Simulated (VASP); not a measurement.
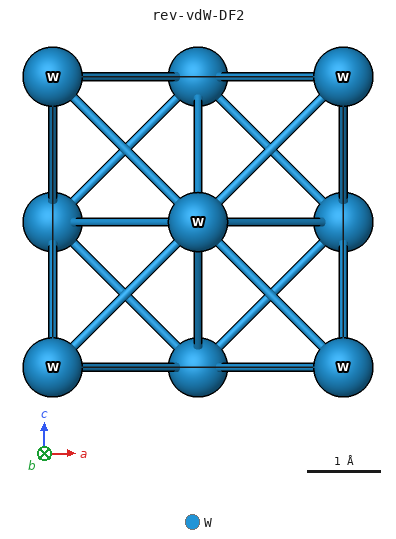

Crystalline W (set up in Fm-3m), relaxed (cell and atoms) with several functionals. The picture shows the result with rev-vdW-DF2. The picture is a ball-and-stick view of the conventional cell (4 times the calculation's cell), seen along the b axis. Lengths and directions refer to the drawn axes.

Computed with VASP 6.6.1: VASP PAW PBE potentials, recommended; VASP PAW LDA potentials, recommended (each functional with its own set). Set-up: plane-wave cutoff 600 eV; k-point mesh 11 × 11 × 11; occupations fermi-dirac; smearing width 0.05 eV; no spin polarisation.

| functional | volume (Å³/atom) | a (Å) |
| --- | --- | --- |
| rev-vdW-DF2 | 16.268 | 4.022 |
| AM05 | 15.943 | 3.995 |
| optB88-vdW | 16.473 | 4.039 |
| PBEsol | 16.030 | 4.002 |
| vdW-DF-cx | 16.097 | 4.008 |
| PBE | 16.474 | 4.039 |
| r2SCAN | 16.246 | 4.020 |
| RPBE | 16.674 | 4.055 |
| revPBE | ? | ? |
| LDA | 15.808 | 3.984 |
| PW91 | 16.561 | 4.046 |
| SCAN | 15.910 | 3.992 |
| BLYP | 17.122 | 4.091 |

> Estimate the missing row from the others, and compare with the calculation.

With revPBE the volume falls between PW91 (16.561) and RPBE (16.674). The calculation gives 16.617 Å³/atom (a = 4.051 Å). In order of volume: LDA < SCAN < AM05 < PBEsol < vdW-DF-cx < r2SCAN < rev-vdW-DF2 < optB88-vdW ≈ PBE < PW91 < revPBE < RPBE < BLYP; the spread is 8.3 %.
